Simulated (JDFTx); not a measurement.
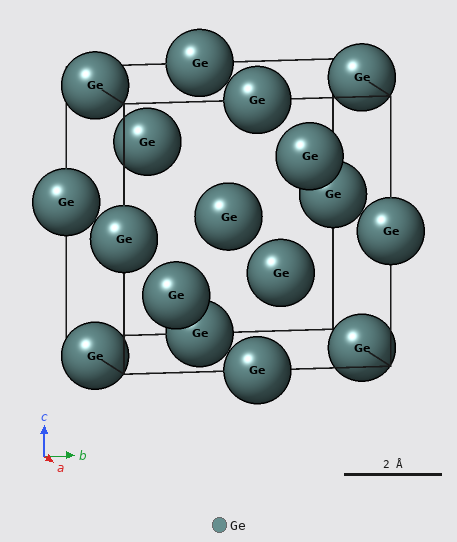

The input geometry (spheres-only view of the cell 4 times as large as that of the calculation, set on its symmetry axes, seen slightly off an axis).

**Run report: Ge, geometry relaxation (part 1 of 2)**

Ge (Fd-3m, 2 atoms in the cell), computed with Kohn-Sham DFT of a periodic cell, PBE with D2, PseudoDojo-SR-PBE-0.5-standard, no spin polarisation (JDFTx 1.7.0 (patched build)).

The structure derives from an entry of the Crystallography Open Database.

### Input file
```
lattice \
    0.0000000000     5.3458651312     5.3458651312 \
    5.3458651312     0.0000000000     5.3458651312 \
    5.3458651312     5.3458651312     0.0000000000
coords-type Lattice
ion Ge     0.7500000000     0.7500000000     0.7500000000 1
ion Ge     0.5000000000     0.5000000000     0.5000000000 1

ion-species pseudo/Ge.upf
elec-cutoff 39 312
elec-ex-corr gga-PBE
van-der-waals
kpoint-folding 8 8 8
elec-smearing Fermi 0.0018374661
elec-n-bands 21
electronic-SCF nIterations 100 energyDiffThreshold 1e-09
electronic-minimize nIterations 30 energyDiffThreshold 1e-7
forces-output-coords Cartesian
lattice-minimize nIterations 40 energyDiffThreshold 1e-6

dump-name run.$VAR
dump End Ecomponents EigStats BandEigs Kpoints Forces Stress
```

Run as:
```bash
jdftx -c 1 -i Ge.in -o Ge.out
```

### Log
```
*************** JDFTx 1.7.0 (patched build) ***************

Input parsed successfully to the following command list (including defaults):
[... the input with its defaults ...]

---------- Setting up symmetries ----------

Found 48 point-group symmetries of the bravais lattice
Found 48 space-group symmetries with basis
Applied RMS atom displacement 0 bohrs to make symmetries exact.

---------- Initializing the Grid ----------
R =
[            0      5.34587      5.34587  ]
[      5.34587            0      5.34587  ]
[      5.34587      5.34587            0  ]
unit cell volume = 305.551
G =
[  -0.587668   0.587668   0.587668  ]
[   0.587668  -0.587668   0.587668  ]
[   0.587668   0.587668  -0.587668  ]
Minimum fftbox size, Smin = [  64  64  64  ]
Chosen fftbox size, S = [  64  64  64  ]

---------- Initializing tighter grid for wavefunction operations ----------
R =
[            0      5.34587      5.34587  ]
[      5.34587            0      5.34587  ]
[      5.34587      5.34587            0  ]
unit cell volume = 305.551
G =
[  -0.587668   0.587668   0.587668  ]
[   0.587668  -0.587668   0.587668  ]
[   0.587668   0.587668  -0.587668  ]
Minimum fftbox size, Smin = [  44  44  44  ]
Chosen fftbox size, S = [  48  48  48  ]

---------- Exchange Correlation functional ----------
Initalized PBE GGA exchange.
Initalized PBE GGA correlation.

---------- Setting up pseudopotentials ----------
Width of ionic core gaussian charges (only for fluid interactions / plotting) set to 0

Reading pseudopotential file 'pseudo/Ge.upf':
  'Ge' pseudopotential, 'PBE' functional
  Generated using ONCVPSP code by D. R. Hamann
  14 valence electrons, 3 orbitals, 6 projectors, 1001 radial grid points, with lMax = 2
    3D    l: 2   occupation: 10.0   eigenvalue: -1.077154
    4S    l: 0   occupation:  2.0   eigenvalue: -0.431124
    4P    l: 1   occupation:  2.0   eigenvalue: -0.143154
  Core radius for overlap checks: 1.83 bohrs.

Initialized 1 species with 2 total atoms.

Folded 1 k-points by 8x8x8 to 512 k-points.

---------- Setting up k-points, bands, fillings ----------
Reduced to 29 k-points under symmetry.
Computing the number of bands and number of electrons
Calculating initial fillings.
nElectrons:  28.000000   nBands: 21   nStates: 29

----- Setting up reduced wavefunction bases (one per k-point) -----
average nbasis = 3553.268 , ideal nbasis = 3554.470

Initializing DFT-D2 calculator:
	Ge:  C6:  296.60 Eh-a0^6  R0: 3.264 a0

---------- Setting up ewald sum ----------
Optimum gaussian width for ewald sums = 2.427999 bohr.
Real space sum over 1331 unit cells with max indices [  5  5  5  ]
Reciprocal space sum over 2197 terms with max indices [  6  6  6  ]

---------- Allocating electronic variables ----------
Initializing wave functions:  linear combination of atomic orbitals
Note: number of bands (21) exceeds available atomic orbitals (18)
Ge pseudo-atom occupations:   s ( 2 )  p ( 2 )  d ( 10 )
	FillingsUpdate:  mu: +0.353799114  nElectrons: 28.000000
LCAOMinimize: Iter:   0  F: -159.8085735508353480  |grad|_K:  4.648e-05  alpha:  1.000e+00
	FillingsUpdate:  mu: +0.353942643  nElectrons: 28.000000
LCAOMinimize: Iter:   1  F: -159.8085869283129909  |grad|_K:  2.440e-06  alpha:  9.686e-01  linmin: -7.209e-03  cgtest:  1.071e-01
LCAOMinimize: Encountered beta<0, resetting CG.
	FillingsUpdate:  mu: +0.353930308  nElectrons: 28.000000
LCAOMinimize: Iter:   2  F: -159.8085869638318286  |grad|_K:  1.507e-07  alpha:  9.326e-01  linmin:  2.977e-04  cgtest: -6.199e-04
	FillingsUpdate:  mu: +0.353930981  nElectrons: 28.000000
LCAOMinimize: Iter:   3  F: -159.8085869639722603  |grad|_K:  2.073e-09  alpha:  9.782e-01  linmin:  9.697e-02  cgtest: -5.615e-01
LCAOMinimize: Converged (|Delta F|<1.000000e-06 for 2 iters).

--------- Lattice Minimization ---------

-------- Electronic minimization -----------
Will mix electronic density at each iteration.
	FillingsUpdate:  mu: +0.353930981  nElectrons: 28.000000
	FillingsUpdate:  mu: +0.342937955  nElectrons: 28.000000
SCF: Cycle:  0   F: -159.850820596592229   dF: -4.223e-02   |Residual|: 4.736e-02   |deigs|: 2.034e-01
	FillingsUpdate:  mu: +0.346529328  nElectrons: 28.000000
SCF: Cycle:  1   F: -159.851802583426235   dF: -9.820e-04   |Residual|: 2.703e-02   |deigs|: 6.003e-03
	FillingsUpdate:  mu: +0.352060105  nElectrons: 28.000000
SCF: Cycle:  2   F: -159.851993354382074   dF: -1.908e-04   |Residual|: 4.110e-03   |deigs|: 5.586e-03
	FillingsUpdate:  mu: +0.352250119  nElectrons: 28.000000
SCF: Cycle:  3   F: -159.852000937324419   dF: -7.583e-06   |Residual|: 1.770e-03   |deigs|: 6.631e-04
	FillingsUpdate:  mu: +0.352765409  nElectrons: 28.000000
SCF: Cycle:  4   F: -159.852003342688874   dF: -2.405e-06   |Residual|: 5.305e-04   |deigs|: 6.417e-04
	FillingsUpdate:  mu: +0.352899461  nElectrons: 28.000000
SCF: Cycle:  5   F: -159.852003719493382   dF: -3.768e-07   |Residual|: 2.594e-04   |deigs|: 1.203e-04
	FillingsUpdate:  mu: +0.352849399  nElectrons: 28.000000
SCF: Cycle:  6   F: -159.852003792192477   dF: -7.270e-08   |Residual|: 4.660e-05   |deigs|: 7.102e-05
	FillingsUpdate:  mu: +0.352850108  nElectrons: 28.000000
SCF: Cycle:  7   F: -159.852003816617241   dF: -2.442e-08   |Residual|: 2.207e-05   |deigs|: 4.258e-05
	FillingsUpdate:  mu: +0.352852169  nElectrons: 28.000000
SCF: Cycle:  8   F: -159.852003823922871   dF: -7.306e-09   |Residual|: 1.173e-05   |deigs|: 4.187e-05
	FillingsUpdate:  mu: +0.352852801  nElectrons: 28.000000
SCF: Cycle:  9   F: -159.852003827009213   dF: -3.086e-09   |Residual|: 1.225e-06   |deigs|: 1.252e-04
	FillingsUpdate:  mu: +0.352852909  nElectrons: 28.000000
SCF: Cycle: 10   F: -159.852003827875961   dF: -8.667e-10   |Residual|: 9.547e-07   |deigs|: 3.808e-05
	FillingsUpdate:  mu: +0.352852869  nElectrons: 28.000000
SCF: Cycle: 11   F: -159.852003828392242   dF: -5.163e-10   |Residual|: 4.221e-07   |deigs|: 2.451e-05
SCF: Converged (|Delta E|<1.000000e-09 for 2 iters).

Setting wave functions to eigenvectors of Hamiltonian
# Lattice vectors:
R =
[            0      5.34587      5.34587  ]
[      5.34587            0      5.34587  ]
[      5.34587      5.34587            0  ]
unit cell volume = 305.551

# Strain tensor in Cartesian coordinates:
[            0            0            0  ]
[            0            0            0  ]
[            0            0            0  ]

# Stress tensor in Cartesian coordinates [Eh/a0^3]:
[  1.80629e-05            0            0  ]
[            0  1.80629e-05            0  ]
[            0            0  1.80629e-05  ]

# Ionic positions in lattice coordinates:
ion Ge   0.750000000000000   0.750000000000000   0.750000000000000 1
ion Ge   0.500000000000000   0.500000000000000   0.500000000000000 1

# Forces in Cartesian coordinates:
force Ge  -0.000000000000000  -0.000000000000000  -0.000000000000000 1
force Ge   0.000000000000000   0.000000000000000  -0.000000000000000 1

# Energy components:
   Eewald =      -98.7503791004548077
       EH =       55.3607513416104169
     Eloc =     -131.4524725673691421
      Enl =      -94.2193894519576958
     EvdW =       -0.0249152381745602
      Exc =      -43.6600762488588572
 Exc_core =       18.8142549874690985
       KE =      134.0802493691883228
-------------------------------------
     Etot =     -159.8519769085472149
       TS =        0.0000269198450159
-------------------------------------
        F =     -159.8520038283922418

LatticeMinimize: Iter:   0  F: -159.852003828392242  |grad|_K:  1.419e-03

#--- Lowdin population analysis ---
# oxidation-state Ge +0.021 +0.021

-------- Electronic minimization -----------
Will mix electronic density at each iteration.
	FillingsUpdate:  mu: +0.352852869  nElectrons: 28.000000
	FillingsUpdate:  mu: +0.353090544  nElectrons: 28.000000
SCF: Cycle:  0   F: -159.852005754308351   dF: -6.724e-08   |Residual|: 2.960e-05   |deigs|: 1.454e-05
	FillingsUpdate:  mu: +0.353086883  nElectrons: 28.000000
SCF: Cycle:  1   F: -159.852005796042363   dF: -4.173e-08   |Residual|: 2.454e-05   |deigs|: 2.771e-05
	FillingsUpdate:  mu: +0.353078587  nElectrons: 28.000000
SCF: Cycle:  2   F: -159.852005796606193   dF: -5.638e-10   |Residual|: 1.872e-05   |deigs|: 2.660e-05
	FillingsUpdate:  mu: +0.353079675  nElectrons: 28.000000
SCF: Cycle:  3   F: -159.852005796807816   dF: -2.016e-10   |Residual|: 1.202e-05   |deigs|: 1.609e-05
SCF: Converged (|Delta E|<1.000000e-09 for 2 iters).

Setting wave functions to eigenvectors of Hamiltonian
LatticeMinimize: 	Wolfe criterion not satisfied: alpha: 1  (E-E0)/|gdotd0|: -0.977185  gdotd/gdotd0: 0.977228 (taking cubic step)

-------- Electronic minimization -----------
Will mix electronic density at each iteration.
	FillingsUpdate:  mu: +0.353079675  nElectrons: 28.000000
	FillingsUpdate:  mu: +0.353558102  nElectrons: 28.000000
SCF: Cycle:  0   F: -159.852009443697341   dF: -4.278e-07   |Residual|: 8.388e-05   |deigs|: 5.180e-06
	FillingsUpdate:  mu: +0.353548532  nElectrons: 28.000000
SCF: Cycle:  1   F: -159.852009455681383   dF: -1.198e-08   |Residual|: 4.130e-05   |deigs|: 2.452e-05
	FillingsUpdate:  mu: +0.353539228  nElectrons: 28.000000
SCF: Cycle:  2   F: -159.852009458766418   dF: -3.085e-09   |Residual|: 1.833e-05   |deigs|: 2.308e-05
	FillingsUpdate:  mu: +0.353539381  nElectrons: 28.000000
SCF: Cycle:  3   F: -159.852009459076044   dF: -3.096e-10   |Residual|: 1.470e-05   |deigs|: 2.575e-06
	FillingsUpdate:  mu: +0.353537065  nElectrons: 28.000000
SCF: Cycle:  4   F: -159.852009459153663   dF: -7.762e-11   |Residual|: 4.951e-06   |deigs|: 2.975e-06
SCF: Converged (|Delta E|<1.000000e-09 for 2 iters).

Setting wave functions to eigenvectors of Hamiltonian
# Lattice vectors:
R =
[            0      5.34391      5.34391  ]
[      5.34391            0      5.34391  ]
[      5.34391      5.34391            0  ]
unit cell volume = 305.217

# Strain tensor in Cartesian coordinates:
[ -0.000364951            0            0  ]
[            0 -0.000364951            0  ]
[            0            0 -0.000364951  ]

# Stress tensor in Cartesian coordinates [Eh/a0^3]:
[  1.57817e-05            0            0  ]
[            0  1.57817e-05            0  ]
[            0            0  1.57817e-05  ]

# Ionic positions in lattice coordinates:
ion Ge   0.750000000000000   0.750000000000000   0.750000000000000 1
ion Ge   0.500000000000000   0.500000000000000   0.500000000000000 1

# Forces in Cartesian coordinates:
force Ge   0.000000000000000   0.000000000000000  -0.000000000000000 1
force Ge   0.000000000000000  -0.000000000000000   0.000000000000000 1

# Energy components:
   Eewald =      -98.7864312722601881
       EH =       55.3388595502701506
     Eloc =     -131.3952166264072616
      Enl =      -94.2187165651691885
     EvdW =       -0.0249637110110342
      Exc =      -43.6606464680172479
 Exc_core =       18.8142550712812167
       KE =      134.0808772068822066
-------------------------------------
     Etot =     -159.8519828144314090
       TS =        0.0000266447222529
-------------------------------------
        F =     -159.8520094591536633

LatticeMinimize: Iter:   1  F: -159.852009459153663  |grad|_K:  1.239e-03  alpha:  3.000e+00  linmin: -1.000e+00

#--- Lowdin population analysis ---
# oxidation-state Ge +0.021 +0.021
```
